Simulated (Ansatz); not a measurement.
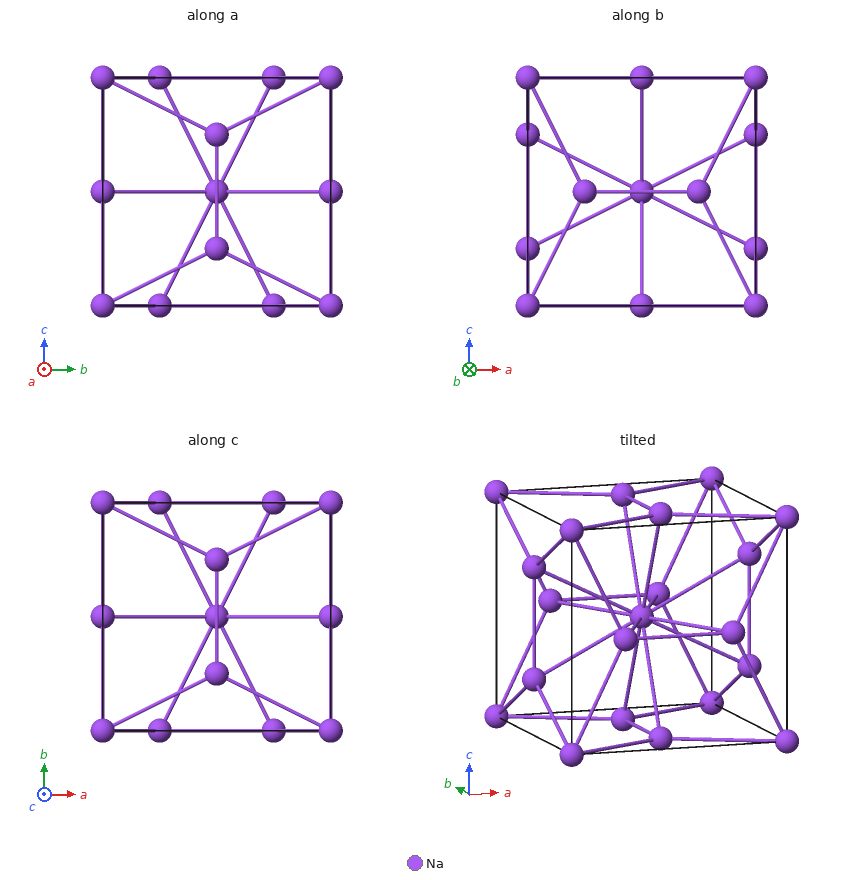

Drawn in the ball-and-stick manner and seen along the a axis, along the b axis, along the c axis and slightly off an axis. The conventional unit cell is drawn as a box.

Lattice parameters: a = 6.8224 Å, b = 6.8224 Å, c = 6.8224 Å, α = 90.000°, β = 90.000°, γ = 90.000°.

> Convert the drawing into a CIF in P1 with every atom of the cell.

```cif
data_structure
_symmetry_space_group_name_H-M 'P 1'
_symmetry_Int_Tables_number 1
_cell_length_a 6.8224
_cell_length_b 6.8224
_cell_length_c 6.8224
_cell_angle_alpha 90.000
_cell_angle_beta 90.000
_cell_angle_gamma 90.000
_cell_volume 317.55
loop_
_atom_site_label
_atom_site_type_symbol
_atom_site_fract_x
_atom_site_fract_y
_atom_site_fract_z
_atom_site_occupancy
Na1 Na 0.0000 0.0000 0.0000 1
Na2 Na 0.5000 0.5000 0.5000 1
Na3 Na 0.2500 0.0000 0.5000 1
Na4 Na 0.7500 0.0000 0.5000 1
Na5 Na 0.5000 0.2500 0.0000 1
Na6 Na 0.5000 0.7500 0.0000 1
Na7 Na 0.0000 0.5000 0.2500 1
Na8 Na 0.0000 0.5000 0.7500 1
```

The structure comes from a structure type filled with this element by a generator (whether the element takes this form wasn't checked). Relaxation method: DFT, RPBE, plane waves (420 eV) with PAW, scalar-relativistic in Ansatz 0.2.0.
